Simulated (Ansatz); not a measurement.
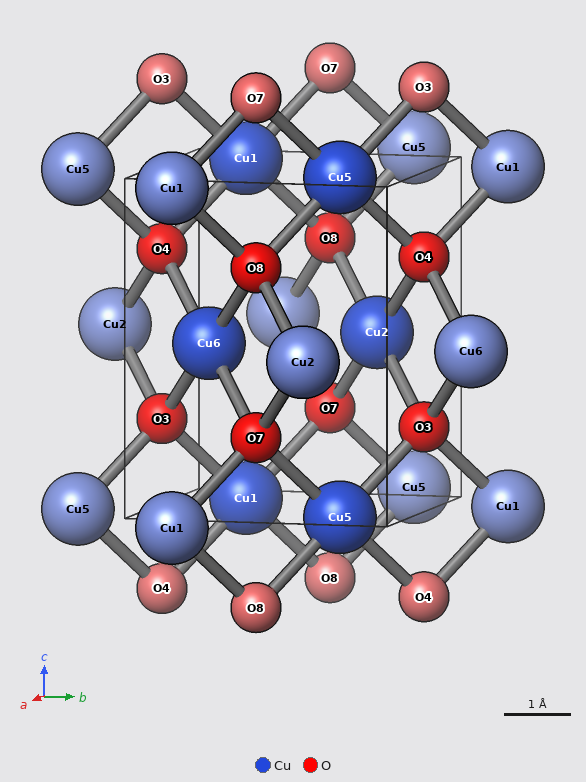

The structure as given in the input (ball-and-stick view of the cell of the calculation, seen slightly off an axis; neighbours outside the cell are drawn fainter; atoms are numbered from 1 in the order of the input). Near neighbours in the crystal (not all of them lie inside the picture): Cu has 4 O at 1.97 Å; O has 4 Cu at 1.97 Å.

**Single-point calculation, with input and output: CuO (part 1 of 2)**

- system: CuO (8 atoms in the cell)
- method: DFT PBE+U, scalar-relativistic, plane waves, PAW, Ueff = 4 eV on Cu d, spin-polarised (Ansatz 0.2.0)

The structure derives from an entry of the Crystallography Open Database. Figures and captions count atoms from 1; the log counts them from 0 in places.

### Input file
```yaml
crystal:
  lattice:
    - [4.174418405, 0.0, 0.3305692971]
    - [0.0, 4.1521210669, 0.0]
    - [-0.4124906602, 0.0, 5.2015957502]
  atoms:
    - { symbol: Cu, position: [0.25, 0.25, 0.0], spin: 1.0 }
    - { symbol: Cu, position: [0.25, -0.25, 0.5], spin: 1.0 }
    - { symbol: O, position: [0.5, -3.5267e-05, 0.25] }
    - { symbol: O, position: [0.5, 3.5267e-05, 0.75] }
    - { symbol: Cu, position: [0.75, 0.75, 0.0], spin: 1.0 }
    - { symbol: Cu, position: [0.75, 0.25, 0.5], spin: 1.0 }
    - { symbol: O, position: [1.0, 0.499964733, 0.25] }
    - { symbol: O, position: [1.0, 0.500035267, 0.75] }
basis:
  ecutwfc: 420
  ecutrho_ratio: 4
kpoints:
  mp_grid: { grid: [4, 4, 3] }
hamiltonian:
  xc: pbe
  hubbard: { sites: [{ species: Cu, l: d, u_eff: 4.0 }] }
scf:
  occupations: { method: gaussian, width: 0.05 }
output:
  forces: true
  stress: true
  eigenvalues: true
  populations: true
  hubbard: { sites: [{ species: Cu, l: d }] }
magnetization:
  spin_polarized: true
```

Launched with:
```bash
ansatz run input.yaml --threads 8 --pin off --max-ram 22528MiB --backend cpu --events-out ev --progress --plain --runs-dir out
```

### Log
```
Cu: projections on atomic orbitals take those of the free atom [Ne] 3s2 3p6 3d10 4s1, of charge +0.00 (hamiltonian.pseudopotentials.projection_atoms); the dataset's partial waves leave at most 2.0e-6 of an orbital's norm unspanned inside its sphere
O: projections on atomic orbitals take those of the free atom [He] 2s2 2p4, of charge +0.00 (hamiltonian.pseudopotentials.projection_atoms); the dataset's partial waves leave at most 1.9e-8 of an orbital's norm unspanned inside its sphere
Engine: ansatz 0.2.0, aarch64-unknown-linux-gnu
Pseudopotentials: kind: paw
Pseudopotential: Cu, paw, valence charge 19, recommended cutoff 420 eV (normal), Cu.paw.azcp
Pseudopotential: O, paw, valence charge 6, recommended cutoff 420 eV (normal), O.paw.azcp
Functional definition: PBE
  parameter kappa = 0.804
  parameter beta = 0.06672455060314922
  exchange = pbe_x(kappa = kappa, mu = beta*pi^2/3)
  correlation = pbe_c(beta = beta)
Crystal: 8 atoms, lattice volume = 90.724 Å³
Basis set: ecut = 420 eV, 1761 PW (Γ), exchange–correlation on 60×60×72 points (8 copies of the dense FFT grid, shifted against one another)
Bands: 63, of which v1, the nominal top of the filled ones, is band 50 counted from 1 (49 counted from 0)
Symmetry: 8 space group operations
Space group: C2/c (ITA 15), of the structure as read, at distance tolerance 4.5e-5 Å
Magnetic group: BNS 15.85 (UNI 92), of the structure as read, at distance tolerance 4.5e-5 Å
k-points: 21 of 48
Non-local potential: Cu, projectors of the file, l = 0: 3, l = 1: 2, l = 2: 3, l = 3: 1
Non-local potential: O, projectors of the file, l = 0: 2, l = 1: 2, l = 2: 1
PAW form: soft (Blöchl's): semilocal exchange-correlation on the pseudo side does not see the compensation charge
PAW one-centre angular grid: Cu, 590 points (default); XC on 64 Gauss nodes
PAW one-centre angular grid: O, 110 points (default); XC on 64 Gauss nodes
Initial density: superposition of atomic densities (chi_scale 0.1, normalization cell, long waves kept (reshape's long-wave potential 0.00 eV rms))
Starting moments: Σ|m| = 4 μB on 4 of 8 sites
Initial wavefunctions: pseudopotential atomic-orbital guess
Functional: x = pbe(κ = 0.804, μ = 0.2195149727645171), c = pbe(β = 0.06672455060314922)
iter 1 solved again at ethr=2.39e-3 eV; its pass at ethr=3.10e-3 eV (dr2=2.39e0 eV) is discarded
SCF iter   1: F=—  HF=-28760.244494 eV  |F-HF|=—  |Δ(HF+E_count)|=         —  Δρ=1.01e-1 (↑6.40e-2 ↓1.01e-1)  dr2=2.42e0  dr2_m=5.05e0  M=1.369 μB ∫|m|=1.465 μB  β_m=0.30  ethr=2.39e-3  ⟨swp⟩=1.1  Hψ=11701  notcnv=0
preconditioner: auto → Kerker (q_TF=auto, 2.773 Å⁻¹)  [metal: Δε(μ)=0.045 eV  Ē_g=13.324 eV  σ=0.050 eV  W_gap=0.47  n_scr=28 (ndim 8)  ℏωp=32.1 eV  f_vac=0.010  D(μ)=4.13/eV (n_scr^D=36)]
spin=Collinear: Kerker preconditioning applied to the charge; magnetization (m = ρ↑ − ρ↓) channel mixes plain (no charge-response kernel on spin).
SCF iter   2: F=—  HF=-28760.526596 eV  |F-HF|=—  |Δ(HF+E_count)|=   2.82e-1  Δρ=6.01e-2 (↑6.01e-2 ↓5.01e-2)  dr2=2.89e-1  dr2_m=2.26e0  M=1.381 μB ∫|m|=1.487 μB  β_m=0.30  ethr=2.39e-3  ⟨swp⟩=2.3  Hψ=4117  notcnv=0  defer=1
SCF iter   3: F=—  HF=-28760.987562 eV  |F-HF|=—  |Δ(HF+E_count)|=   4.61e-1  Δρ=4.32e-2 (↑4.32e-2 ↓3.50e-2)  dr2=1.74e-1  dr2_m=1.12e0  M=1.407 μB ∫|m|=1.502 μB  β_m=0.30  ethr=2.89e-4  ⟨swp⟩=2.0  Hψ=4110  notcnv=0  defer=292
SCF iter   4: F=—  HF=-28761.389851 eV  |F-HF|=—  |Δ(HF+E_count)|=   4.02e-1  Δρ=2.77e-2 (↑2.77e-2 ↓2.15e-2)  dr2=5.01e-2  dr2_m=4.94e-1  M=1.504 μB ∫|m|=1.591 μB  β_m=0.30  ethr=1.74e-4  ⟨swp⟩=2.5  Hψ=4199  notcnv=0  defer=293
SCF iter   5: F=—  HF=-28761.487799 eV  |F-HF|=—  |Δ(HF+E_count)|=   9.79e-2  Δρ=1.91e-2 (↑1.91e-2 ↓1.24e-2)  dr2=4.34e-2  dr2_m=2.03e-1  M=1.630 μB ∫|m|=1.707 μB  β_m=0.30  ethr=5.01e-5  ⟨swp⟩=2.2  Hψ=3849  notcnv=0  defer=300
SCF iter   6: F=—  HF=-28761.531923 eV  |F-HF|=—  |Δ(HF+E_count)|=   4.41e-2  Δρ=1.28e-2 (↑9.86e-3 ↓1.28e-2)  dr2=7.76e-3  dr2_m=1.04e-1  M=1.673 μB ∫|m|=1.744 μB  β_m=0.30  ethr=4.34e-5  ⟨swp⟩=2.1  Hψ=3883  notcnv=0  defer=304
SCF iter   7: F=—  HF=-28761.568156 eV  |F-HF|=—  |Δ(HF+E_count)|=   3.62e-2  Δρ=8.41e-3 (↑5.66e-3 ↓8.41e-3)  dr2=5.78e-3  dr2_m=4.02e-2  M=1.802 μB ∫|m|=1.866 μB  β_m=1.00  ethr=7.76e-6  ⟨swp⟩=2.0  Hψ=4097  notcnv=0  defer=318
SCF iter   8: F=—  HF=-28761.591065 eV  |F-HF|=—  |Δ(HF+E_count)|=   2.29e-2  Δρ=4.73e-3 (↑4.73e-3 ↓3.57e-3)  dr2=2.18e-3  dr2_m=1.33e-2  M=2.002 μB ∫|m|=2.070 μB  β_m=1.00  ethr=5.78e-6  ⟨swp⟩=2.0  Hψ=4404  notcnv=0  defer=318
SCF iter   9: F=—  HF=-28761.613830 eV  |F-HF|=—  |Δ(HF+E_count)|=   2.28e-2  Δρ=3.55e-3 (↑3.10e-3 ↓3.55e-3)  dr2=1.01e-2  dr2_m=5.80e-3  M=2.114 μB ∫|m|=2.185 μB  β_m=1.00  ethr=2.18e-6  ⟨swp⟩=2.0  Hψ=4164  notcnv=0  defer=318
SCF iter  10: F=—  HF=-28761.633019 eV  |F-HF|=—  |Δ(HF+E_count)|=   1.92e-2  Δρ=4.77e-3 (↑2.89e-3 ↓4.77e-3)  dr2=3.26e-2  dr2_m=3.21e-3  M=2.183 μB ∫|m|=2.259 μB  β_m=1.00  ethr=2.18e-6  ⟨swp⟩=2.0  Hψ=3572  notcnv=0  defer=318
SCF iter  11: F=—  HF=-28761.646224 eV  |F-HF|=—  |Δ(HF+E_count)|=   1.32e-2  Δρ=5.56e-3 (↑3.56e-3 ↓5.56e-3)  dr2=4.07e-2  dr2_m=6.15e-3  M=2.303 μB ∫|m|=2.380 μB  β_m=1.00  ethr=2.18e-6  ⟨swp⟩=2.0  Hψ=3578  notcnv=0  defer=312
SCF iter  12: F=—  HF=-28761.665643 eV  |F-HF|=—  |Δ(HF+E_count)|=   1.94e-2  Δρ=8.46e-3 (↑5.06e-3 ↓8.46e-3)  dr2=9.44e-2  dr2_m=1.33e-2  M=2.479 μB ∫|m|=2.559 μB  β_m=1.00  ethr=2.18e-6  ⟨swp⟩=2.3  Hψ=3698  notcnv=0  defer=312
SCF iter  13: F=—  HF=-28761.679565 eV  |F-HF|=—  |Δ(HF+E_count)|=   1.39e-2  Δρ=8.75e-3 (↑5.58e-3 ↓8.75e-3)  dr2=1.21e-1  dr2_m=9.71e-3  M=2.629 μB ∫|m|=2.714 μB  β_m=1.00  ethr=2.18e-6  ⟨swp⟩=2.0  Hψ=3688  notcnv=0  defer=312
SCF iter  14: F=—  HF=-28761.679725 eV  |F-HF|=—  |Δ(HF+E_count)|=   1.61e-4  Δρ=6.04e-3 (↑4.30e-3 ↓6.04e-3)  dr2=5.90e-2  dr2_m=5.84e-3  M=2.760 μB ∫|m|=2.847 μB  β_m=1.00  ethr=2.18e-6  ⟨swp⟩=2.0  Hψ=4447  notcnv=0  defer=312
SCF iter  15: F=—  HF=-28761.695864 eV  |F-HF|=—  |Δ(HF+E_count)|=   1.61e-2  Δρ=8.92e-3 (↑5.40e-3 ↓8.92e-3)  dr2=8.66e-2  dr2_m=2.06e-2  M=3.009 μB ∫|m|=3.094 μB  β_m=1.00  ethr=2.18e-6  ⟨swp⟩=2.0  Hψ=3939  notcnv=0  defer=307
SCF iter  16: F=—  HF=-28761.699644 eV  |F-HF|=—  |Δ(HF+E_count)|=   3.78e-3  Δρ=6.17e-3 (↑1.87e-3 ↓6.17e-3)  dr2=3.56e-2  dr2_m=6.89e-3  M=2.925 μB ∫|m|=3.021 μB  β_m=0.30  ethr=2.18e-6  ⟨swp⟩=3.0  Hψ=5795  notcnv=0  defer=307
Mixer restart at iter 16: flushing history
spin-set hold released at iteration 16 (site moments' squared step at or under half its running peak, from the soft ceiling on): the magnetisation degrees of freedom join the quasi-Newton model from the next iteration; the mixer history was flushed
SCF iter  17: F=—  HF=-28761.711409 eV  |F-HF|=—  |Δ(HF+E_count)|=   1.18e-2  Δρ=4.00e-3 (↑2.90e-3 ↓4.00e-3)  dr2=3.42e-3  dr2_m=8.67e-3  M=3.153 μB ∫|m|=3.244 μB  β_m=0.39  ethr=2.18e-6  ⟨swp⟩=2.0  Hψ=5160  notcnv=0  defer=299
SCF iter  18: F=—  HF=-28761.730662 eV  |F-HF|=—  |Δ(HF+E_count)|=   1.93e-2  Δρ=4.21e-3 (↑3.51e-3 ↓4.21e-3)  dr2=2.95e-3  dr2_m=1.16e-2  M=3.221 μB ∫|m|=3.317 μB  β_m=0.16  ethr=2.18e-6  ⟨swp⟩=2.0  Hψ=4448  notcnv=0  defer=299
SCF iter  19: F=—  HF=-28761.741691 eV  |F-HF|=—  |Δ(HF+E_count)|=   1.10e-2  Δρ=4.26e-3 (↑2.83e-3 ↓4.26e-3)  dr2=2.77e-3  dr2_m=9.92e-3  M=3.290 μB ∫|m|=3.392 μB  β_m=0.11  ethr=2.18e-6  ⟨swp⟩=2.0  Hψ=3773  notcnv=0  defer=299
SCF iter  20: F=—  HF=-28761.755104 eV  |F-HF|=—  |Δ(HF+E_count)|=   1.34e-2  Δρ=3.32e-3 (↑2.86e-3 ↓3.32e-3)  dr2=6.83e-4  dr2_m=7.58e-3  M=3.408 μB ∫|m|=3.517 μB  β_m=0.80  ethr=2.18e-6  ⟨swp⟩=2.1  Hψ=4517  notcnv=0  defer=299
SCF iter  21: F=—  HF=-28761.780316 eV  |F-HF|=—  |Δ(HF+E_count)|=   2.52e-2  Δρ=1.15e-2 (↑6.53e-3 ↓1.15e-2)  dr2=6.85e-2  dr2_m=5.32e-2  M=3.607 μB ∫|m|=3.724 μB  β_m=0.35  ethr=6.83e-7  ⟨swp⟩=2.4  Hψ=4715  notcnv=0  defer=299  recentre
SCF iter  22: F=—  HF=-28761.779062 eV  |F-HF|=—  |Δ(HF+E_count)|=   1.25e-3  Δρ=6.94e-3 (↑5.18e-3 ↓6.94e-3)  dr2=1.60e-2  dr2_m=2.74e-2  M=3.611 μB ∫|m|=3.731 μB  β_m=0.95  ethr=6.83e-7  ⟨swp⟩=2.7  Hψ=5107  notcnv=0  defer=299
SCF iter  23: F=—  HF=-28761.755942 eV  |F-HF|=—  |Δ(HF+E_count)|=   2.31e-2  Δρ=9.14e-3 (↑8.02e-3 ↓9.14e-3)  dr2=2.34e-2  dr2_m=5.49e-2  M=3.431 μB ∫|m|=3.534 μB  β_m=0.27  ethr=6.83e-7  ⟨swp⟩=2.3  Hψ=5244  notcnv=0  defer=307
SCF iter  24: F=—  HF=-28761.779839 eV  |F-HF|=—  |Δ(HF+E_count)|=   2.39e-2  Δρ=6.28e-3 (↑5.72e-3 ↓6.28e-3)  dr2=9.78e-3  dr2_m=2.79e-2  M=3.617 μB ∫|m|=3.738 μB  β_m=0.87  ethr=6.83e-7  ⟨swp⟩=3.0  Hψ=5509  notcnv=0  defer=307
SCF iter  25: F=—  HF=-28761.789999 eV  |F-HF|=—  |Δ(HF+E_count)|=   1.02e-2  Δρ=1.81e-3 (↑1.81e-3 ↓1.77e-3)  dr2=1.18e-3  dr2_m=2.35e-3  M=3.659 μB ∫|m|=3.801 μB  β_m=0.94  ethr=6.83e-7  ⟨swp⟩=2.4  Hψ=4848  notcnv=0  defer=311
SCF iter  26: F=—  HF=-28761.791231 eV  |F-HF|=—  |Δ(HF+E_count)|=   1.23e-3  Δρ=7.87e-4 (↑6.28e-4 ↓7.87e-4)  dr2=2.38e-4  dr2_m=2.99e-4  M=3.714 μB ∫|m|=3.871 μB  β_m=0.97  ethr=6.83e-7  ⟨swp⟩=2.5  Hψ=5041  notcnv=0  defer=311
SCF iter  27: F=—  HF=-28761.791413 eV  |F-HF|=—  |Δ(HF+E_count)|=   1.82e-4  Δρ=1.62e-4 (↑1.62e-4 ↓7.36e-5)  dr2=2.34e-5  dr2_m=7.64e-6  M=3.709 μB ∫|m|=3.864 μB  β_m=0.96  ethr=2.38e-7  ⟨swp⟩=2.0  Hψ=3892  notcnv=0  defer=311
SCF iter  28: F=—  HF=-28761.791433 eV  |F-HF|=—  |Δ(HF+E_count)|=   1.97e-5  Δρ=1.42e-4 (↑1.42e-4 ↓5.68e-5)  dr2=1.01e-5  dr2_m=2.88e-6  M=3.703 μB ∫|m|=3.858 μB  β_m=0.80  ethr=2.34e-8  ⟨swp⟩=2.1  Hψ=3998  notcnv=0  defer=311
SCF iter  29: F=—  HF=-28761.791429 eV  |F-HF|=—  |Δ(HF+E_count)|=   3.78e-6  Δρ=1.06e-4 (↑1.06e-4 ↓8.48e-5)  dr2=3.80e-6  dr2_m=5.72e-6  M=3.702 μB ∫|m|=3.856 μB  β_m=0.90  ethr=1.01e-8  ⟨swp⟩=2.4  Hψ=4414  notcnv=0  defer=311
SCF iter  30: F=—  HF=-28761.791433 eV  |F-HF|=—  |Δ(HF+E_count)|=   3.62e-6  Δρ=4.17e-5 (↑2.85e-5 ↓4.17e-5)  dr2=1.97e-6  dr2_m=3.41e-7  M=3.704 μB ∫|m|=3.858 μB  β_m=0.88  ethr=3.80e-9  ⟨swp⟩=2.0  Hψ=3672  notcnv=0  defer=311
SCF iter  31: F=—  HF=-28761.791432 eV  |F-HF|=—  |Δ(HF+E_count)|=   5.70e-7  Δρ=4.31e-5 (↑4.31e-5 ↓3.37e-5)  dr2=5.06e-7  dr2_m=9.59e-7  M=3.704 μB ∫|m|=3.859 μB  β_m=0.94  ethr=1.97e-9  ⟨swp⟩=2.0  Hψ=3766  notcnv=0  defer=311
iter 32 did not close the SCF: its close was put off for a magnetic moment that had not settled (scf_convergence_deferred on its scf_iter line)
SCF iter  32: F=-28761.791433 eV  HF=-28761.791433 eV  |F-HF|=2.93e-8  |Δ(HF+E_count)|=   5.37e-7  Δρ=1.34e-5 (↑1.34e-5 ↓8.18e-6)  dr2=3.66e-8  dr2_m=7.72e-8  M=3.704 μB ∫|m|=3.858 μB  β_m=0.96  ethr=1.00e-10  ⟨swp⟩=7.5  Hψ=11473  notcnv=0
SCF iter  33: F=-28761.791433 eV  HF=-28761.791433 eV  |F-HF|=8.44e-10  |Δ(HF+E_count)|=   5.93e-8  Δρ=2.55e-6 (↑2.55e-6 ↓2.33e-6)  dr2=3.85e-9  dr2_m=3.59e-9  M=3.704 μB ∫|m|=3.858 μB  ethr=3.66e-11  ⟨swp⟩=1.9  Hψ=6871  notcnv=0
SCF 1 converged in 33 iterations: F = -28761.791433 eV  dr2 = 3.85e-9
  greatest PAW one-centre occupation: 1.000 electrons in one spin orbital (limit 2), on the Cu atom at site 5 (counted from 0), in its partial waves of l = 0
```
